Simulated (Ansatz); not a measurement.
**Si: a changed input and its effect**

System: Si (P-1, 8 atoms in the cell).
Method of the first run: DFT r2SCAN, scalar-relativistic, plane waves, PAW, no spin polarisation (Ansatz 0.2.0).

The structure derives from an entry of the Crystallography Open Database. Text and figures count atoms from 1; the logs count them from 0 in places.

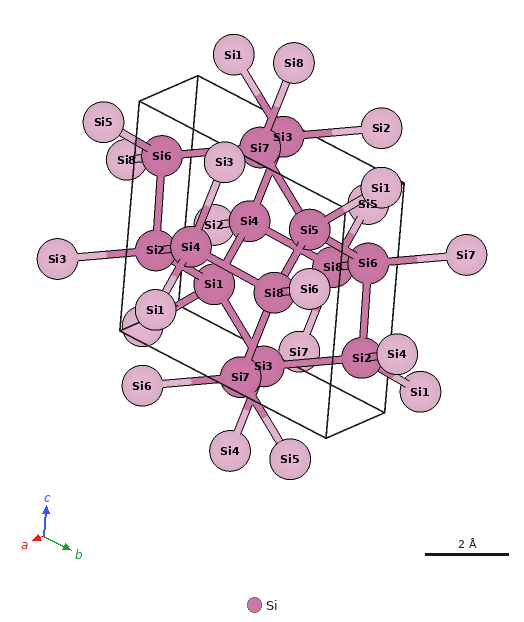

Fig. 1: The structure as given in the input (ball-and-stick view of the cell of the calculation, seen slightly off an axis; neighbours outside the cell are drawn fainter; atoms are numbered from 1 in the order of the input). An atom can appear more than once, as a periodic image. Near neighbours in the periodic cell (some may lie outside the picture): Si has 4 Si at 2.33 to 2.41 Å.

## Input file, the first run
```yaml
crystal:
  lattice:
    - [-3.3236145463, 3.3236145463, 3.3236145463]
    - [3.3236145463, -3.3236145463, 3.3236145463]
    - [3.3236145463, 3.3236145463, -3.3236145463]
  atoms:
    - { symbol: Si, position: [0.1868255224, 0.2070387261, 0.2089898963] }
    - { symbol: Si, position: [0.4779503348, -0.0016718975, 0.2911404974] }
    - { symbol: Si, position: [0.2967887287, 0.4981883804, 0.0] }
    - { symbol: Si, position: [-0.0221892157, 0.291461228, 0.499835436] }
    - { symbol: Si, position: [0.8131744776, 0.7929612739, 0.7910101037] }
    - { symbol: Si, position: [0.5220496652, 0.0016718975, 0.7088595026] }
    - { symbol: Si, position: [0.7032112713, 0.5018116196, 0.0] }
    - { symbol: Si, position: [0.0221892157, 0.708538772, 0.500164564] }
basis:
  ecutwfc: 500
kpoints:
  mp_grid: { grid: [8, 8, 8] }
hamiltonian:
  xc: r2scan
scf:
  occupations: { method: gaussian, width: 0.15 }
output:
  forces: true
  stress: true
  eigenvalues: true
```

Command:
```bash
ansatz run input.yaml --threads 2 --pin off --max-ram 5120MiB --backend cpu --events-out ev --progress --plain --runs-dir out
```

Hardware: 2 threads of Intel Xeon (Granite Rapids), 32 GiB of memory available, shared host.

## Output, shortened to warnings, some set-up lines, iterations and results (the first run)
```
Basis set: ecut = 500 eV, 3781 PW (Γ), exchange–correlation on 180×180×180 points (64 copies of the dense FFT grid, shifted against one another)
Symmetry: 2 space group operations
k-points: 260 of 512
Initial density: superposition of atomic densities (neutral atoms: chi_scale 0, normalization atom), corrected by the library's trained network
[...]
SCF iter   1: F=—  HF=-5110.834982 eV  |F-HF|=—  |Δ(HF+E_count)|=         —  Δρ=4.94e-3  dr2=3.35e-2  dr2_τ=4.82e-2  ethr=1.77e-3  ⟨swp⟩=6.8  Hψ=36493  notcnv=0
SCF iter   2: F=—  HF=-5110.917001 eV  |F-HF|=—  |Δ(HF+E_count)|=   8.20e-2  Δρ=3.36e-3  dr2=1.51e-2  dr2_τ=4.19e-5  ethr=1.05e-4  ⟨swp⟩=2.0  Hψ=12476  notcnv=0  defer=8
SCF iter   3: F=—  HF=-5110.916282 eV  |F-HF|=—  |Δ(HF+E_count)|=   7.19e-4  Δρ=5.35e-4  dr2=3.22e-4  dr2_τ=9.16e-6  ethr=4.73e-5  ⟨swp⟩=2.8  Hψ=9837  notcnv=0  defer=8
SCF iter   4: F=—  HF=-5110.916568 eV  |F-HF|=—  |Δ(HF+E_count)|=   2.86e-4  Δρ=1.81e-4  dr2=4.52e-5  dr2_τ=2.66e-7  ethr=1.01e-6  ⟨swp⟩=2.4  Hψ=9611  notcnv=0  defer=8
SCF iter   5: F=—  HF=-5110.916649 eV  |F-HF|=—  |Δ(HF+E_count)|=   8.11e-5  Δρ=3.72e-5  dr2=2.03e-6  dr2_τ=1.29e-8  ethr=1.41e-7  ⟨swp⟩=2.0  Hψ=9855  notcnv=0  defer=9
SCF iter   6: F=-5110.916651 eV  HF=-5110.916651 eV  |F-HF|=1.02e-7  |Δ(HF+E_count)|=   1.80e-6  Δρ=9.17e-6  dr2=9.26e-8  dr2_τ=1.30e-9  ethr=3.13e-10  ⟨swp⟩=8.4  Hψ=35557  …
SCF 1 converged in 6 iterations: F = -5110.916651 eV  dr2 = 9.26e-8
SCF converged after 6 iterations
Free energy (F): -5110.916651 eV
Harris-Foulkes:  -5110.916651 eV  (|F-HF|=1.02e-7)
Internal energy: -5110.911896 eV  (E = F + TS)
E sigma→0 (E₀):  -5110.914273 eV
Entropy (-TS):   -0.004756 eV (-0.594 meV/atom)
Fermi energy:    7.543878 eV
--- Per-component energies (eV) ---
  E_band       = 59.097362
  E_kinetic    = 323.457133
  E_local      = -139.000937  (includes V_loc(G=0)·N_el)
  E_nonlocal   = 198.970054
  E_hartree    = 38.814457
  E_xc         = -412.282930
  E_vxc        = -398.211601  (∫ρ·V_xc dr)
  E_paw        = -4155.301030  (= ΣΔE_a)
  E_vpaw       = -19.221582  (= ΣTr[D̂ρ^β])
  E_aug_tail   = 0.000036  (compensation charges beyond the density's cutoff)
  E_vtau       = 15.475270  (kinetic-family band-sum trace: ∫τ·v_τ [+ j·A + Jᵃ·Aᵃ] dr)
  E_ewald      = -964.957215
  E_core_change = -0.611464  (= ΣΔE_core)
  E_smearing   = -0.004756  (= −TS)
  E_closure    = -0.000000  (closes the sum)
  Σ components = -5110.916651   (vs F -5110.916651, Δ=0.00e0)
--- Forces (eV/Å), atoms counted from 1 ---
  atom   1  Si    -0.32443806     0.09206516     0.14521773
  atom   2  Si    -0.10739322     0.32307944     0.12853062
  atom   3  Si     0.03039725    -0.02954738     0.00733116
  atom   4  Si    -0.11010853     0.12664838     0.34396362
  atom   5  Si     0.32443806    -0.09206516    -0.14521773
  atom   6  Si     0.10739322    -0.32307944    -0.12853062
  atom   7  Si    -0.03039725     0.02954738    -0.00733116
  atom   8  Si     0.11010853    -0.12664838    -0.34396362
  max |Σ_I F_I| component: 8.33e-17 eV/Å
--- Stress (GPa, compression-positive) ---
       -0.261548      -0.568608      -0.492654
       -0.568608      -0.262476       0.492458
       -0.492654       0.492458      -0.270302
  P = ⅓ Tr σ = -0.2648 GPa (-2.648 kbar)
```

For the second run the input was changed thus:
```diff
-    - { symbol: Si, position: [0.1868255224, 0.2070387261, 0.2089898963] }
-    - { symbol: Si, position: [0.4779503348, -0.0016718975, 0.2911404974] }
-    - { symbol: Si, position: [0.2967887287, 0.4981883804, 0.0] }
-    - { symbol: Si, position: [-0.0221892157, 0.291461228, 0.499835436] }
-    - { symbol: Si, position: [0.8131744776, 0.7929612739, 0.7910101037] }
-    - { symbol: Si, position: [0.5220496652, 0.0016718975, 0.7088595026] }
-    - { symbol: Si, position: [0.7032112713, 0.5018116196, 0.0] }
-    - { symbol: Si, position: [0.0221892157, 0.708538772, 0.500164564] }
+    - { symbol: Si, position: [0.2123302487, 0.1971703459, 0.1957069683] }
+    - { symbol: Si, position: [0.5165372489, 0.0012539231, 0.3041952364] }
+    - { symbol: Si, position: [0.299959063, 0.5013587147, 0.0] }
+    - { symbol: Si, position: [0.0166419118, 0.3039546885, 0.500123423] }
+    - { symbol: Si, position: [0.7876697513, 0.8028296541, 0.8042930317] }
+    - { symbol: Si, position: [0.4834627511, -0.0012539231, 0.6958047636] }
+    - { symbol: Si, position: [0.700040937, 0.4986412853, 0.0] }
+    - { symbol: Si, position: [-0.0166419118, 0.6960453115, 0.499876577] }
```

How does the second run compare with the first run?

With the same functional and potentials, the second run lies 7.0 meV per atom lower. The largest force goes from 0.383 to 0.284 eV/Å. The number of SCF iterations is the same.

## Output, shortened to warnings, some set-up lines, iterations and results (the second run)
```
Basis set: ecut = 500 eV, 3781 PW (Γ), exchange–correlation on 180×180×180 points (64 copies of the dense FFT grid, shifted against one another)
Symmetry: 2 space group operations
k-points: 260 of 512
Initial density: superposition of atomic densities (neutral atoms: chi_scale 0, normalization atom), corrected by the library's trained network
[...]
SCF iter   1: F=—  HF=-5110.891321 eV  |F-HF|=—  |Δ(HF+E_count)|=         —  Δρ=4.91e-3  dr2=3.26e-2  dr2_τ=4.85e-2  ethr=1.77e-3  ⟨swp⟩=6.9  Hψ=36546  notcnv=0
SCF iter   2: F=—  HF=-5110.972570 eV  |F-HF|=—  |Δ(HF+E_count)|=   8.12e-2  Δρ=3.19e-3  dr2=1.28e-2  dr2_τ=3.88e-5  ethr=1.02e-4  ⟨swp⟩=2.0  Hψ=12497  notcnv=0  defer=1
SCF iter   3: F=—  HF=-5110.972391 eV  |F-HF|=—  |Δ(HF+E_count)|=   1.79e-4  Δρ=4.03e-4  dr2=2.14e-4  dr2_τ=6.19e-6  ethr=4.01e-5  ⟨swp⟩=2.6  Hψ=9795  notcnv=0
SCF iter   4: F=—  HF=-5110.972546 eV  |F-HF|=—  |Δ(HF+E_count)|=   1.55e-4  Δρ=1.26e-4  dr2=2.12e-5  dr2_τ=1.15e-7  ethr=6.68e-7  ⟨swp⟩=6.3  Hψ=22372  notcnv=0  defer=154
SCF iter   5: F=—  HF=-5110.972596 eV  |F-HF|=—  |Δ(HF+E_count)|=   5.00e-5  Δρ=3.12e-5  dr2=1.22e-6  dr2_τ=1.03e-8  ethr=6.64e-8  ⟨swp⟩=2.0  Hψ=12428  notcnv=0  defer=154
SCF iter   6: F=-5110.972598 eV  HF=-5110.972598 eV  |F-HF|=7.79e-8  |Δ(HF+E_count)|=   1.55e-6  Δρ=8.16e-6  dr2=6.60e-8  dr2_τ=1.02e-9  ethr=3.13e-10  ⟨swp⟩=10.5  Hψ=40049  …
SCF 1 converged in 6 iterations: F = -5110.972598 eV  dr2 = 6.60e-8
SCF converged after 6 iterations
Free energy (F): -5110.972598 eV
Harris-Foulkes:  -5110.972598 eV  (|F-HF|=7.79e-8)
Internal energy: -5110.968476 eV  (E = F + TS)
E sigma→0 (E₀):  -5110.970537 eV
Entropy (-TS):   -0.004122 eV (-0.515 meV/atom)
Fermi energy:    7.536702 eV
--- Per-component energies (eV) ---
  E_band       = 58.983668
  E_kinetic    = 323.600209
  E_local      = -139.347617  (includes V_loc(G=0)·N_el)
  E_nonlocal   = 199.066544
  E_hartree    = 38.872713
  E_xc         = -412.350108
  E_vxc        = -398.286234  (∫ρ·V_xc dr)
  E_paw        = -4155.346831  (= ΣΔE_a)
  E_vpaw       = -19.264105  (= ΣTr[D̂ρ^β])
  E_aug_tail   = 0.000036  (compensation charges beyond the density's cutoff)
  E_vtau       = 15.468734  (kinetic-family band-sum trace: ∫τ·v_τ [+ j·A + Jᵃ·Aᵃ] dr)
  E_ewald      = -964.851957
  E_core_change = -0.611464  (= ΣΔE_core)
  E_smearing   = -0.004122  (= −TS)
  E_closure    = -0.000000  (closes the sum)
  Σ components = -5110.972598   (vs F -5110.972598, Δ=0.00e0)
--- Forces (eV/Å), atoms counted from 1 ---
  atom   1  Si     0.19706392    -0.12064127    -0.14334297
  atom   2  Si     0.11533519    -0.19809089    -0.14971539
  atom   3  Si     0.01937245    -0.01906921    -0.04686997
  atom   4  Si     0.14167963    -0.13614604    -0.20503188
  atom   5  Si    -0.19706392     0.12064127     0.14334297
  atom   6  Si    -0.11533519     0.19809089     0.14971539
  atom   7  Si    -0.01937245     0.01906921     0.04686997
  atom   8  Si    -0.14167963     0.13614604     0.20503188
  max |Σ_I F_I| component: 5.55e-17 eV/Å
--- Stress (GPa, compression-positive) ---
       -0.132651       0.384514       0.320259
        0.384514      -0.133374      -0.319945
        0.320259      -0.319945      -0.137475
  P = ⅓ Tr σ = -0.1345 GPa (-1.345 kbar)
```

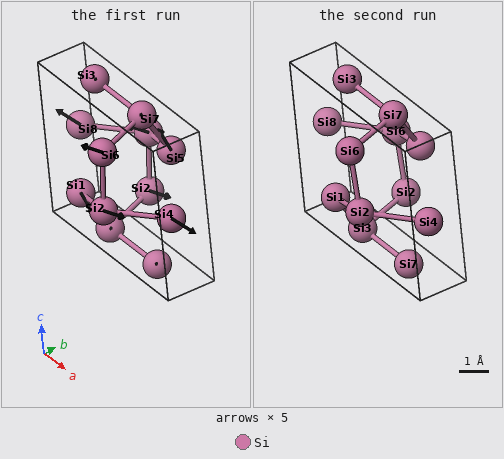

Fig. 2: The two input geometries at one scale (ball-and-stick view of the cell of the calculation, seen slightly off an axis). The black arrows on the first give the shifts of the atoms relative to the cell, with their mean removed, magnified 5 times. The largest moves, 0.21 Å, are those of Si4 and Si8. (The mean shift of all atoms is removed.) The lattice vectors keep their values. Among the contacts that change: Si3–Si4 2.411 → 2.385 Å, Si1–Si2 2.381 → 2.405 Å, Si3–Si7 2.333 → 2.308 Å, Si1–Si3 2.409 → 2.386 Å.

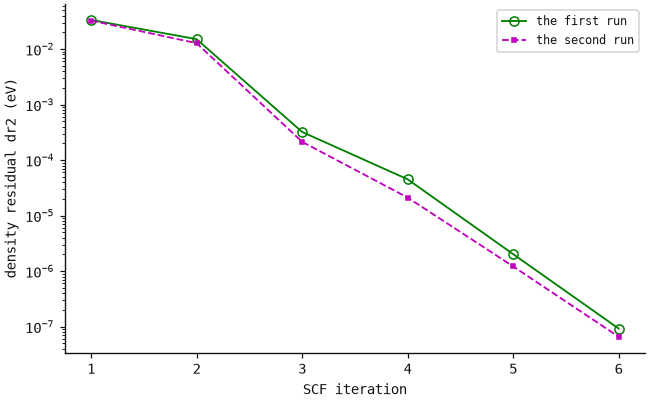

Fig. 3: Convergence of the two runs: density residual dr2 against the SCF iteration. The first run takes 6 iterations in all, and the second run takes 6.

## The two runs side by side

```tsv
quantity	the first run	the second run
outcome	converged	converged
free energy per atom (eV)	−638.8646	−638.8716
energy per atom, smearing taken to zero (eV)	−638.8643	−638.8713
gap on the mesh (eV)	0.00	0.00
pressure (GPa)	−0.26	−0.13
largest force (eV/Å)	0.383	0.284
SCF iterations	6	6
irreducible k-points	260	260
plane waves at Γ	3781	3781
wall time (shared host)	23 s	25 s
```
